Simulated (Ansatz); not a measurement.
# Electron scattering at the Σ5 (210) boundary in fcc Ag with S (substitutional), part 2 of 2

Wanted: what the Σ5 (210) boundary in fcc Ag with S (substitutional) costs an interconnect.

Ansatz 0.2.0; Ansatz plane-wave DFT, PBE, PAW files; relaxation of a bicrystal slab with its lowest layers held; PAW set soft_1 (the session's first sound run).

So far. Step 2 (Relaxing the bicrystal): The largest force component on a free atom ends at 0.0083 eV/Å, under the tolerance of 0.03, after 8 steps.

**3. Transmission across the boundary**

This step: Ansatz plane-wave DFT, PBE, PAW files; ballistic transport by layer matching (Landauer), zero bias; boundary relaxed in a short slab, bulk layers laid on; PAW set soft_1 (Ansatz 0.2.0).

System of this step: Σ5 (210) boundary in fcc Ag with S (substitutional). The cell holds 47 atoms: 46 Ag and 1 S. Cell: a = 5.005 Å, b = 4.086 Å, c = 50.881 Å, α = 90.0°, β = 90.0°, γ = 65.9°. It derives from Ag. Regions: lower grain, 19 atoms (19 Ag); boundary, 13 atoms (12 Ag and 1 S); upper grain, 15 atoms (15 Ag). Vacuum lies along c.

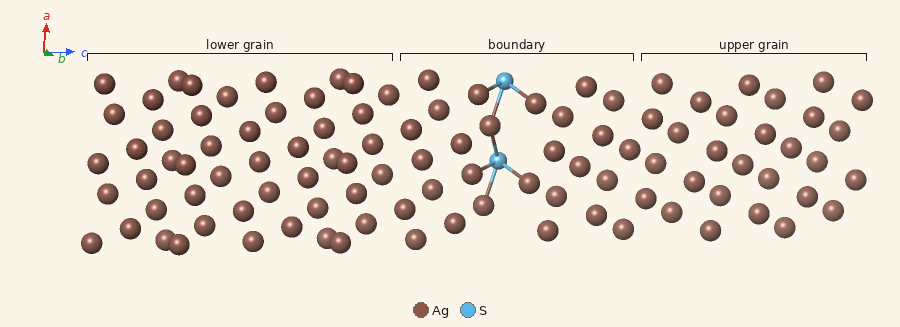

The cell of this step (silver brown, sulfur blue). Bonds to atoms that aren't drawn are left out. 2×1×1 cells are drawn. Some periodic images of atoms are drawn too.

The input, input.yaml:

```yaml
crystal:
  lattice:
    - [5.0045524935, 0.0, 0.0]
    - [1.6681841645, 3.7301731908, 0.0]
    - [0.0, 0.0, 50.8809887245]
  atoms:
    - { symbol: Ag, position: [-14.9999999996, 7.4999999997, 0.0786148245] }
    - { symbol: Ag, position: [-14.3999999997, 7.1999999998, 0.096572457] }
    - { symbol: Ag, position: [-13.7999999997, 6.8999999998, 0.1145300895] }
    - { symbol: Ag, position: [-13.1999999997, 6.5999999998, 0.132487722] }
    - { symbol: Ag, position: [-12.5999999997, 6.2999999998, 0.1504453545] }
    - { symbol: Ag, position: [-11.9999999997, 5.9999999998, 0.168402987] }
    - { symbol: Ag, position: [-11.3999999997, 5.6999999998, 0.1863606195] }
    - { symbol: Ag, position: [-10.7999999997, 5.3999999998, 0.2043182521] }
    - { symbol: Ag, position: [-10.1999999998, 5.0999999998, 0.2222758846] }
    - { symbol: Ag, position: [-9.5999999998, 4.7999999998, 0.2402335171] }
    - { symbol: Ag, position: [-8.9999999998, 4.4999999999, 0.2581911496] }
    - { symbol: Ag, position: [-8.3999999998, 4.1999999999, 0.2761487821] }
    - { symbol: Ag, position: [-7.7999999998, 3.8999999999, 0.2941064146] }
    - { symbol: Ag, position: [-7.1999999998, 3.5999999999, 0.3120640471] }
    - { symbol: Ag, position: [-6.5999999998, 3.2999999999, 0.3300216796] }
    - { symbol: Ag, position: [-5.9999999998, 2.9999999999, 0.3479793121] }
    - { symbol: Ag, position: [-5.3999999999, 2.6999999999, 0.3659369446] }
    - { symbol: Ag, position: [-4.7999999999, 2.3999999999, 0.3838945771] }
    - { symbol: Ag, position: [-4.1999999999, 2.0999999999, 0.4018522096] }
    - { symbol: Ag, position: [0.4000000001, 0.7999999999, 0.4198098421] }
    - { symbol: Ag, position: [0.0029044675, 0.4985477663, 0.4391441822] }
    - { symbol: Ag, position: [0.6090241053, 0.1954879474, 0.4576640907] }
    - { symbol: Ag, position: [0.2217330286, 0.8891334857, 0.4754306577] }
    - { symbol: Ag, position: [0.8211877084, 0.5894061458, 0.4945005546] }
    - { symbol: Ag, position: [0.409539476, 0.295230262, 0.514482688] }
    - { symbol: S, position: [-0.0460677668, 0.0230338834, 0.5309056571] }
    - { symbol: Ag, position: [0.7019204553, 0.6490397724, 0.5581928324] }
    - { symbol: Ag, position: [0.1187490423, 0.9406254788, 0.5788390593] }
    - { symbol: Ag, position: [0.510046117, 0.2449769415, 0.5954890879] }
    - { symbol: Ag, position: [-0.1001969952, 0.5500984976, 0.6145008445] }
    - { symbol: Ag, position: [0.3020720857, 0.8489639572, 0.6329032541] }
    - { symbol: Ag, position: [0.6992739792, 0.1503630104, 0.6520206879] }
    - { symbol: Ag, position: [-4.9007260208, 2.4503630104, 0.6699783204] }
    - { symbol: Ag, position: [-5.5007260208, 2.7503630104, 0.6879359529] }
    - { symbol: Ag, position: [-6.1007260208, 3.0503630104, 0.7058935854] }
    - { symbol: Ag, position: [-6.7007260208, 3.3503630104, 0.7238512179] }
    - { symbol: Ag, position: [-7.3007260208, 3.6503630104, 0.7418088504] }
    - { symbol: Ag, position: [-7.9007260208, 3.9503630104, 0.7597664829] }
    - { symbol: Ag, position: [-8.5007260207, 4.2503630103, 0.7777241154] }
    - { symbol: Ag, position: [-9.1007260207, 4.5503630103, 0.7956817479] }
    - { symbol: Ag, position: [-9.7007260207, 4.8503630103, 0.8136393805] }
    - { symbol: Ag, position: [-10.3007260207, 5.1503630103, 0.831597013] }
    - { symbol: Ag, position: [-10.9007260207, 5.4503630103, 0.8495546455] }
    - { symbol: Ag, position: [-11.5007260207, 5.7503630103, 0.867512278] }
    - { symbol: Ag, position: [-12.1007260207, 6.0503630103, 0.8854699105] }
    - { symbol: Ag, position: [-12.7007260206, 6.3503630103, 0.903427543] }
    - { symbol: Ag, position: [-13.3007260206, 6.6503630103, 0.9213851755] }
kpoints:
  mp_grid: { grid: [7, 7, 1] }
hamiltonian:
  xc: pbe
  pseudopotentials: { kind: paw, azcp: { folder: soft_1 } }
scf:
  occupations: { method: fermi_dirac, width: 0.1 }
output:
  transmission:
    leads: [[10, 11], [38, 39]]
    kmesh: [18, 18]
    e_range: [-0.1, 0.1]
    de: 0.05
  write_potential: true
  write_density: true
  volumetric_format: npy
  elf: true
```

Command:

```
$ ansatz run input.yaml --threads 4 --pin off --max-ram 15360MiB --backend cpu --events-out ev --progress --plain --runs-dir out
```

Numbers of over 12 decimals in the logs are rounded to 6 here.

Output:

```text
[...]
Crystal: 47 atoms, lattice volume = 949.839 Å³
Basis set: ecut = 420 eV, 18639 PW (Γ)
Bands: 528, of which v1, the nominal top of the filled ones, is band 440 counted from 1 (439 counted from 0)
Symmetry: 2 space group operations
[...]
k-points: 16 of 49 (time reversal used)
[...]
SCF iter   1: F=—  HF=-350078.566963 eV  |F-HF|=—  |Δ(HF+E_count)|=         —  Δρ=6.22e-2  dr2=4.50e1  ethr=3.10e-3  ⟨swp⟩=5.1  Hψ=26242  notcnv=0  defer=587
[...]
SCF iter  10: F=-350067.549936 eV  HF=-350067.549936 eV  |F-HF|=1.46e-8  |Δ(HF+E_count)|=   2.10e-8  Δρ=2.27e-6  dr2=4.66e-8  ethr=1.14e-11  ⟨swp⟩=11.2  Hψ=37842  notcnv=0
SCF 1 converged in 10 iterations: F = -350067.549936 eV  dr2 = 4.66e-8
[...]
transmission: 360 of 3549 steps passed
transmission: 718 of 3549 steps passed
[...]
transmission: 3549 of 3549 steps passed
WARN: The input density's exchange-correlation potential varies sharply where the density is thin. Do not read a vacuum level from v_tot or v_xc, or from such a field of the output density. On a cell that repeats whose density bears no net charge and no dipole along the vacuum's axis use v_es (v_loc + v_h of the components); under efield.dipole_correction with no amplitude use v_es + v_field, which holds any external [...]
SCF converged after 10 iterations
Free energy (F): -350067.549936 eV
[...]
Internal energy: -350067.133526 eV  (E = F + TS)
E sigma→0 (E₀):  -350067.341731 eV
Entropy (-TS):   -0.416411 eV (-8.860 meV/atom)
Fermi energy:    13.764109 eV
[...]
--- Band table (eV; the first three rows and the last of 16) ---
  k-point 0: bands = [... 436 lower, 15.1375, 15.4149, 15.4457, 15.5763, 15.6392, 15.6738, 15.7737, 15.8542, ... 84 higher]
  k-point 1: bands = [... 436 lower, 15.0669, 15.0854, 15.1858, 15.2325, 15.3530, 15.4071, 15.6061, 15.7193, ... 84 higher]
  k-point 2: bands = [... 436 lower, 14.3761, 14.4494, 14.4751, 14.5085, 14.6261, 14.6672, 14.7647, 14.8647, ... 84 higher]
  k-point 15: bands = [... 436 lower, 12.3513, 12.5546, 12.7014, 12.8333, 13.2780, 13.4520, 13.6309, 13.7829, ... 84 higher]
--- Transmission ---
  basis      : 165 plane waves across, 39 finite elements along
  points     : 91, standing for a mesh of 18 x 18
  energies   : 5 from -0.100000 to 0.100000 eV about the Fermi level, 0.050000 eV apart; the leads are filled to 0.000000 eV, and channels, transmission and decay are at 0.000000 eV
  crystal 0  : Ag3, at the sites [10, 11], period 2.7411 Å, over 18.27 Å; its Hamiltonian steps by up to 19.1 meV
    offset         : up to 0.0000 Å between an atom of the period and one for which it stands
    channels       : 2.151235e0 a spin
    conductance    : none, the energies end too early or step too widely for 300 K: set another output.transmission.e_range or a lower de, or, where they end at an eighth of basis.ecutwfc, a higher one
[...]
channels       : 2.138889e0 a spin
[...]
junction   : crystal 0 to crystal 1, 12.92 to 37.53 Å
    transmission   : 9.025631e-1 a spin
[...]
```

Wall time 18 min (4 threads of Arm Neoverse V1, shared host); peak memory 10 GiB.

This step gave:

```
free energy                                    : -350067.5499 eV
energy at zero smearing                        : -350067.3417 eV
Fermi energy                                   : 13.76 eV
cell area                                      : 18.67 Å²
transmission per spin nearest the Fermi level  : 0.9026
open channels per spin nearest the Fermi level : 2.151
open channels per spin, upper lead             : 2.139
step of the lead's potential                   : 19.1 meV
step of the upper lead's potential             : 38.5 meV
```

Per spin. The transmission, zone mean by energy, zero at the Fermi level:

```
energy (eV)  transmission, zone mean
    -0.1000                    0.901
    -0.0500                    0.904
     0.0000                    0.903
     0.0500                    0.902
     0.1000                    0.889
```

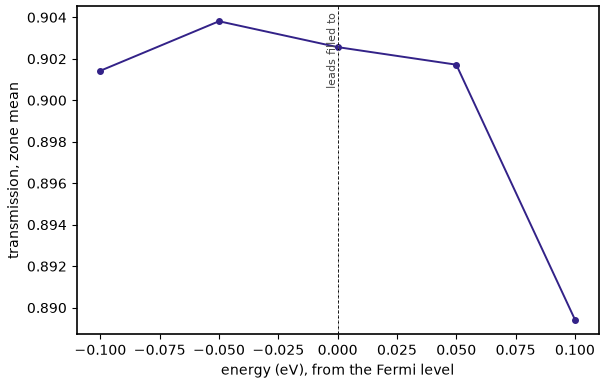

Transmission, zone mean against energy.

Per spin. The open channels, zone mean by energy, zero at the Fermi level:

```
energy (eV)  lead  upper lead
    -0.1000  2.11        2.13
    -0.0500  2.14        2.14
     0.0000  2.15        2.14
     0.0500  2.16        2.16
     0.1000  2.16        2.15
```

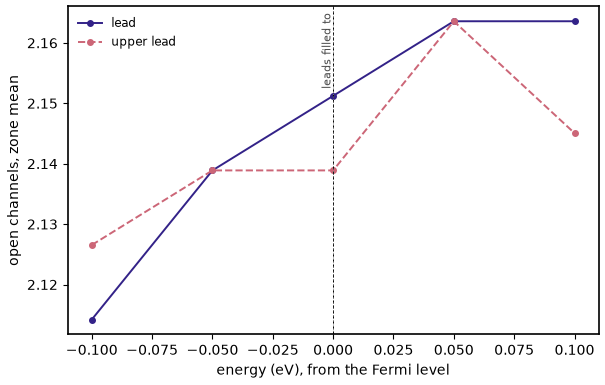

Open channels, zone mean, plotted against energy.

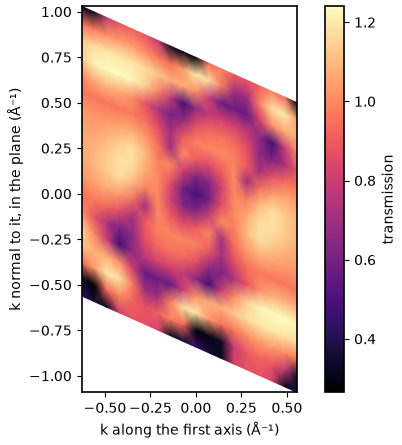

Transmission over k1 and k2. At 0.0000 eV from the Fermi level.

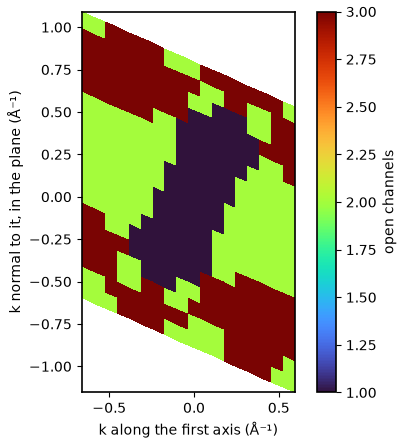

Open channels over k1 and k2. At 0.0000 eV from the Fermi level.

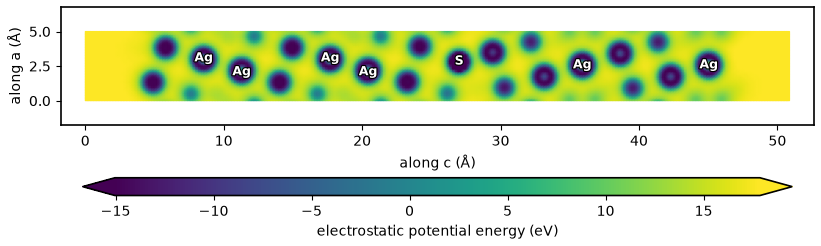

Electrostatic potential energy in the ca plane at fractional y = 0.050, with atoms of Ag and S within 0.2 Å of it. With pseudopotentials it is smooth inside the atoms' cores, unlike the true potential. The map starts off the cell's origin, so that atoms lie inside it.

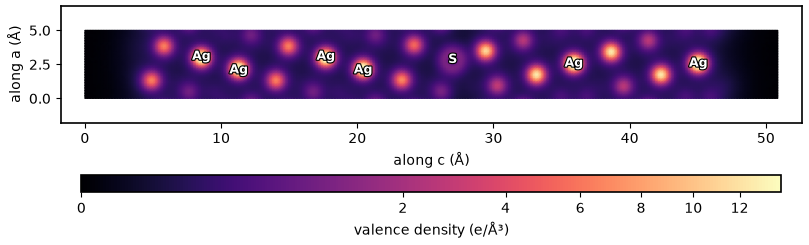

Valence density in the ca plane at fractional y = 0.050, with atoms of Ag and S within 0.2 Å of it. It is the smooth field of the valence electrons, not physical close to the nuclei. The map starts off the cell's origin, so that atoms lie inside it. The colour scale is stretched toward low values.

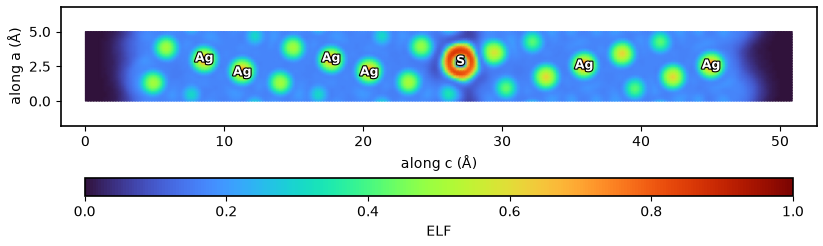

ELF in the ca plane at fractional y = 0.050, with atoms of Ag and S within 0.2 Å of it. It is the smooth field of the valence electrons, not physical close to the nuclei. The map starts off the cell's origin, so that atoms lie inside it.

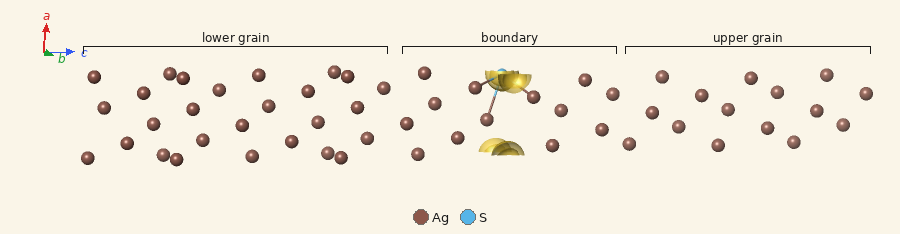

Surface of ELF = 0.8. Bonds to atoms that aren't drawn are left out.

Over the solved energies the transmission per spin lies between 0.889 and 0.904, out of 2.15 channels of the lead on average (up to 2.16). The log calls the step of a lead's potential too much.

**4. Specific resistance**

This step: Ansatz plane-wave DFT, PBE, PAW files; ballistic transport by layer matching (Landauer), zero bias; specific resistance of the boundary; PAW set soft_1 (Ansatz 0.2.0).

This step gave:

* area resistance: 1.554 fΩ m²
* T over the leads' mean channel count: 0.4196

Averaged over the energies near the Fermi level, 42.0 % of the channels pass, which makes 1.55 fΩ m².

By hand, with T and the leads' channels N averaged over the energies near the Fermi level: RA = A (h/2e²)(1/T − ½[1/N₁ + 1/N₂]) = 18.67×10⁻²⁰ m² × 12 906 Ω × (1/0.8998 − ½[1/2.146 + 1/2.143]) = 1.55 fΩ m².

**5. What came out**

```json
{"specific resistance of the boundary": "1.55 fΩ m²", "share of channels that pass": "0.420"}
```

In words: The boundary has a specific resistance of 1.6 fΩ m². The boundary reflects 58 % of the channels; 1.6 fΩ m² is 16×10⁻¹² Ω·cm². That equals the resistance of 95 nm of bulk Ag at 300 K (measured 1.629 µΩ cm, CRC Handbook of Chemistry and Physics, 84th ed., 2003, Electrical Resistivity of Pure Metals). One S in 18.7 Å² of boundary is a high coverage. In the relaxation the upper grain slid sideways by about 0.5 Å, so the result belongs to the position that it found, not to the starting one. Each plane of this narrow cell holds one atom, so the solute fills a whole plane. One starting structure was relaxed; another shift or atom count at the boundary may lie lower. A lead's potential steps by up to 38 meV from period to period, which the log calls too much, so longer leads could move the result.

[Logs are printed without paths, hosts, clocks, repeated set-up lines and the standing remarks that a program may print on its own settings, such as how far it seeks lower states.]

[Hosts, paths, dates, database ids (printed as entryN), source tags and the programs' standing remarks are cut or masked in the printed files.]
